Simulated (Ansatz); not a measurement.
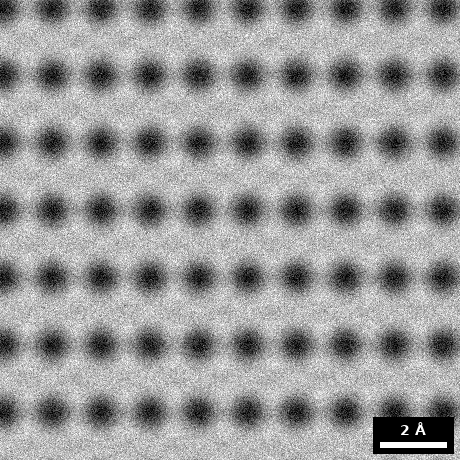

HRTEM-like image of Mo (R-3m, No. 166) along [210]. Simulated in the weak-phase-object approximation with neutral-atom potentials: 300 kV, Cs = 40 µm, defocus −106 Å (negative is underfocus), defocus spread 12 Å, aperture 1.15 1/Å. Shot noise was added. Structure used: coordinates from a relaxation with DFT PBEsol, scalar-relativistic, plane waves, PAW (Ansatz); the starting structure was generated, so it need not be a known form of this composition.

Q: What point resolution do these settings give, and which lattice spacings pass?

A: About 0.9 Å (0.66 |Cs|^(1/4) λ^(3/4) with λ = 0.0197 Å). The spacings that carry visible contrast are {003} at 2.05 Å, {110} at 1.49 Å, {113} at 1.20 Å, {006} at 1.03 Å.

Q: Do the atom columns appear dark or bright, and why?

A: Dark. With positive Cs and underfocus sin χ is negative over the pass band, so the strongest columns (Mo) come out darker than the background.
